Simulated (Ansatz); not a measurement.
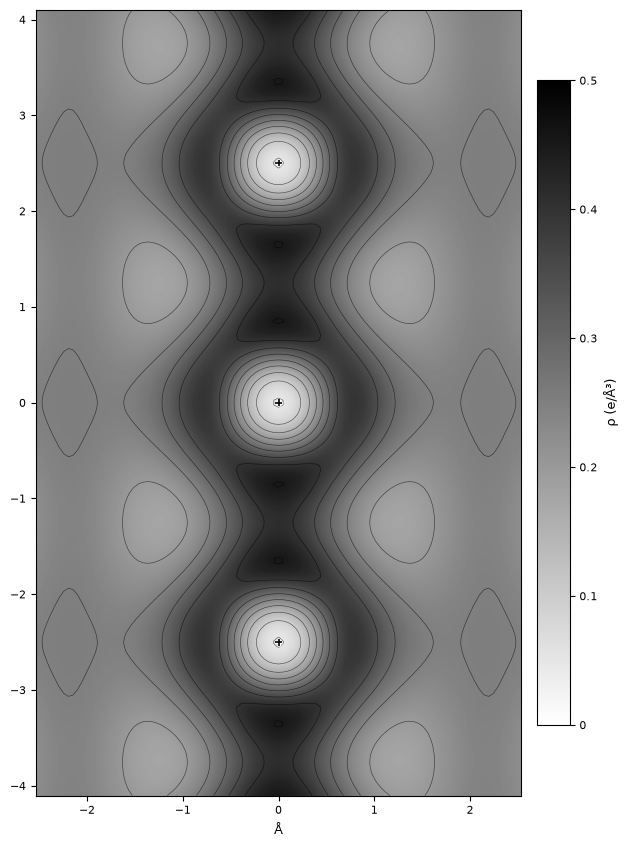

The valence charge density (pseudo) on a plane through atoms (crosses mark nuclei in the plane).

These are results of DFT, RPBE, plane waves (420 eV) with PAW, scalar-relativistic (Ansatz), not measurements.

Candidates:
A. Ta, a = 2.68 Å, b = 2.68 Å, c = 2.68 Å, α = 90.00°, β = 90.00°, γ = 90.00°. Space group Pm-3m; set up as Ta, simple cubic; a generated structure, not necessarily the stable one; changed on purpose from its base cell (volume × 0.92); computed pressure about 13 GPa in this cell; computed without spin polarisation.
B. Si, a = 4.37 Å, b = 4.37 Å, c = 2.50 Å, α = 90.00°, β = 90.00°, γ = 120.00°. Space group P6/mmm; set up as Si, omega (AlB2-type); a generated structure, not necessarily the stable one; changed on purpose from its base cell (volume × 0.92); computed pressure about 9 GPa in this cell.

Which system is this?

Answer. Candidate B: Si on the (100) plane of the conventional cell, which holds Si. Si–Si (2.50 Å): ρ is about 0.41 e/Å³ halfway.
